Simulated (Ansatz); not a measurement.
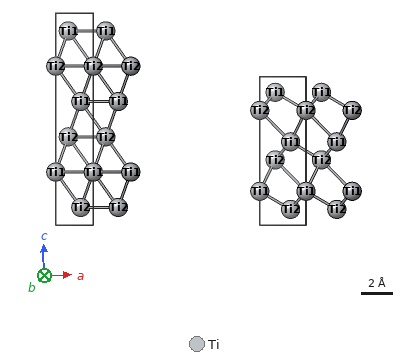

Two geometries of solid Ti (built on the grey arsenic (A7)_166 type) (coarse preliminary run), drawn at one scale. One is the start of a relaxation, the other its converged end. The picture is a ball-and-stick view of the conventional cell (3 times the calculation's cell), repeated 2 × 1 × 1 with one cell outlined, seen along the b axis. Lengths and directions refer to the drawn axes.

The calculation used DFT PBEsol, scalar-relativistic, plane waves, PAW in Ansatz 0.2.0. Set-up: plane-wave cutoff 420 eV; k-point mesh 6 × 6 × 6; occupations gaussian; smearing width 0.1 eV; no spin polarisation; cell and atoms relaxed; force threshold 0.04 eV/Å; at most 70 steps.

### Which geometry has the lower energy?

The left one is the relaxed one. Case: grey arsenic (A7) type (R-3m, No. 166). The largest moves relative to the cell, 0.32 Å, are those of Ti1 and Ti2. Ti1 goes along +c. The drawn cell changes as follows: a = b 3.539 → 2.872 Å (−18.9 %), c 9.843 → 14.046 Å (+42.7 %); the volume changes by −6.0 %. Near-neighbour distances that change, for instance: Ti1–Ti1 3.539 → 2.872 Å, Ti1–Ti2 2.369 → 2.869 Å, Ti1–Ti2 (another image) 2.917 → 2.868 Å. Bond angles that change, for instance: Ti2–Ti1–Ti2 96.7° → 60.1°, Ti2–Ti1–Ti2 93.4° → 119.9°, Ti2–Ti1–Ti2 164.8° → 180.0°. The space group (tolerance 0.01 Å) goes from R-3m (No. 166) to Fm-3m (No. 225). Over 13 accepted moves (16 points after the start) the energy falls by 2.257 eV per cell of the calculation. The largest force component goes from 3.1 to 0.00091 eV/Å. The pressure goes from −1.61 to 0.11 GPa. The line search rejected the trial step at point 9 of the run. At 2 points the geometry stayed and the basis and grid were re-selected for the new cell (energy shift of 0.155 eV per cell of the calculation at most each time). The run took roughly 15 core-seconds on a shared host.
